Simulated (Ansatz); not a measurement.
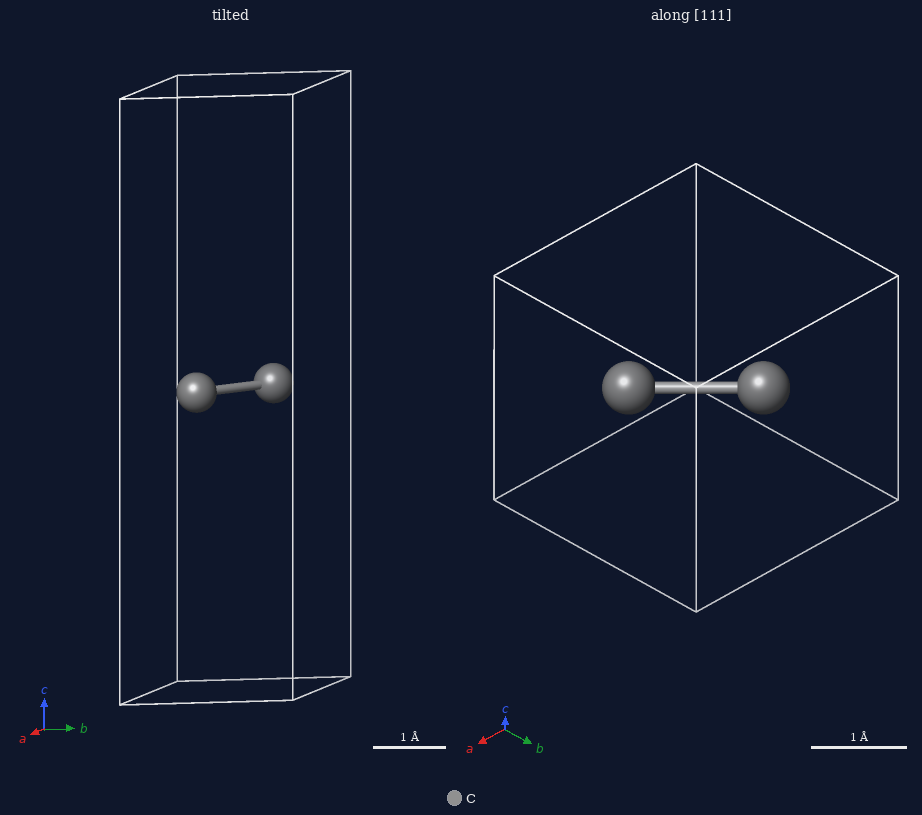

View slightly off an axis and along [111], drawn as a ball-and-stick model. Lines trace the edges of the simulation cell.

- The element is carbon.
- The cell holds two atoms.
- C bonds to three C in a trigonal planar arrangement at about 1.4 Å.
- The bonds build C layers parallel to (001).

Its origin is a structure listed in the Materials Project. Earlier steps of the study may have refined or changed the cell and positions. It was the input of a calculation with Ansatz.
